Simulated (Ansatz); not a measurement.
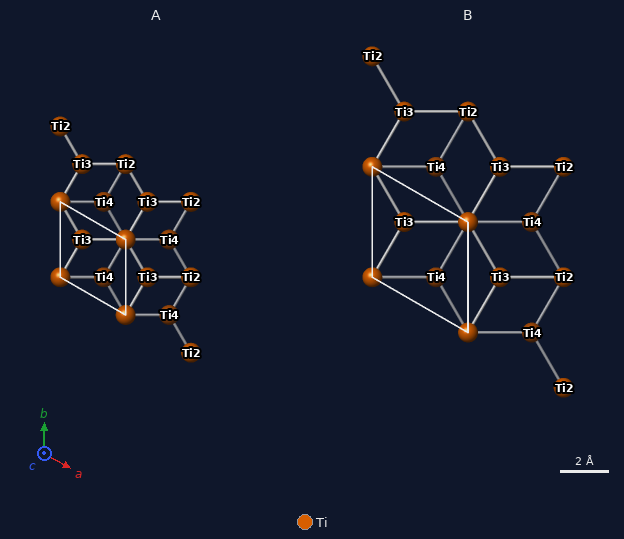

Two geometries of solid Ti (built on the graphite_194 type) (coarse preliminary run), drawn at one scale. One is the start of a relaxation, the other its converged end. Style: ball-and-stick. Shown: the cell of the calculation, repeated 2 × 2 × 1 with one cell outlined, along the c axis.

These are results of DFT r2SCAN, scalar-relativistic, plane waves, PAW in Ansatz, not measurements. (plane-wave cutoff 500 eV; k-point mesh 6 × 6 × 2; occupations gaussian; smearing width 0.1 eV; no spin polarisation; cell and atoms relaxed; force threshold 0.04 eV/Å; at most 70 steps)

Q: Which geometry has the lower energy?

A: Structure B is the relaxed one. Case: graphite type (P6_3/mmc, No. 194). No atom moves by more than 0.005 Å relative to the cell. The drawn cell changes as follows: a = b 3.145 → 4.607 Å (+46.5 %), c 8.566 → 4.181 Å (−51.2 %); the volume changes by +4.7 %. Among the contacts that change: Ti–Ti 4.283 → 2.090 Å, Ti–Ti 3.145 → 4.607 Å, Ti–Ti 1.816 → 2.660 Å. New bonds form: Ti–Ti (4.28 → 2.09 Å). The space group stays P6_3/mmc (No. 194). Over 17 accepted moves (20 points after the start) the energy falls by 15.733 eV per cell of the calculation. All forces vanish by symmetry, so only the cell relaxes. The pressure goes from 53.36 to 0.05 GPa. The line search rejected the trial step at point 12 of the run. The SCF was repeated twice at an unchanged geometry on a basis and grid sized afresh for the cell, which shifted the energy by 0.497 eV per cell of the calculation at most.
